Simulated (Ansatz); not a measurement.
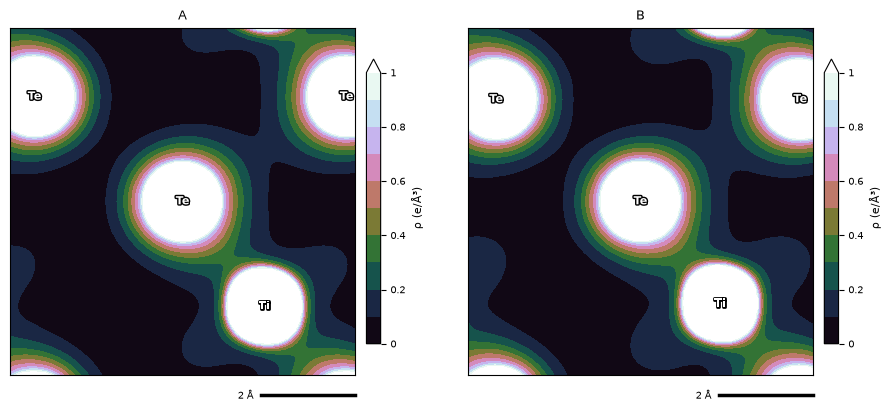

TiTe₂. The valence electron density of two cells that differ in size, on the (110) plane of each (indices in the axes of the calculation cell), at one length scale and on one colour scale: A has 28.4 Å³ an atom and B 26.2.

Computed with Kohn-Sham DFT of a periodic cell, r2SCAN, Ansatz PAW (Ansatz 0.2.0).

Core electrons are frozen (PAW), and the valence fields are smoothed inside the atomic spheres.

What does the compression do to the bonding and the properties?

From the larger cell to the smaller, Ti–Te goes from 2.82 to 2.75 Å, and the density at its midpoint from 0.34 to 0.38 e/Å³; the pressure goes from −2.7 to 2.4 GPa.
